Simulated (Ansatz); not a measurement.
```
CELL_PARAMETERS angstrom
0.00000 3.31131 -3.31131
3.31131 0.00000 0.00000
0.00000 -6.89845 -6.34678
ATOMIC_POSITIONS crystal
Ag 0.21876 0.50000 0.12500
Ag 0.71876 0.00000 0.12500
Ag 0.78124 0.50000 0.87500
Ag 0.28124 0.00000 0.87500
Ag 0.26041 0.50000 0.62500
Ag 0.76041 0.00000 0.62500
Ag 0.73959 0.50000 0.37500
Ag 0.23959 0.00000 0.37500
```

Space group C2/m; a structure from a database of computed crystals, not necessarily the ambient phase; computed pressure about −7 GPa in this cell.

The calculation used DFT PBEsol, scalar-relativistic, plane waves, PAW (Ansatz 0.2.0).

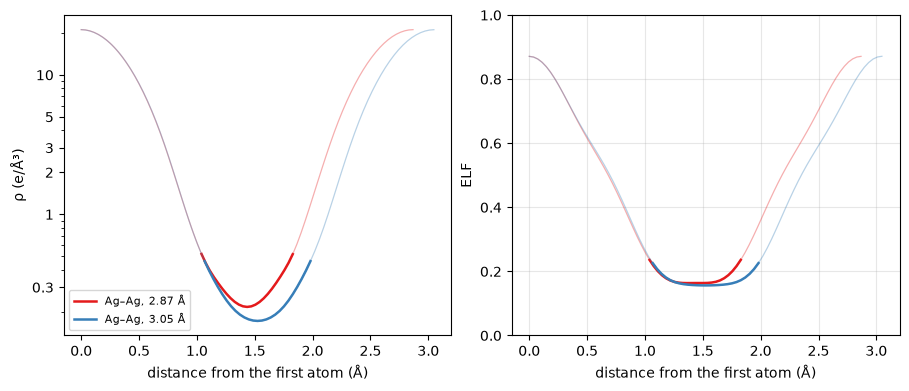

Ag. Valence electron density and electron localisation function along straight lines between neighbouring atoms. Thin, pale parts lie inside the atomic spheres.

The density is the valence pseudo-density of a PAW calculation; it isn't the true density close to the nuclei.

Q: What can be read from the curves?

A: Ag–Ag (2.87 Å): the density is about 0.22 e/Å³ at the midpoint; the ELF is about 0.15 at the midpoint; no localised pair shows between them.
Ag–Ag (3.05 Å): ρ at the midpoint is about 0.17 e/Å³; the ELF is about 0.15 at the midpoint; no localised pair shows between them.
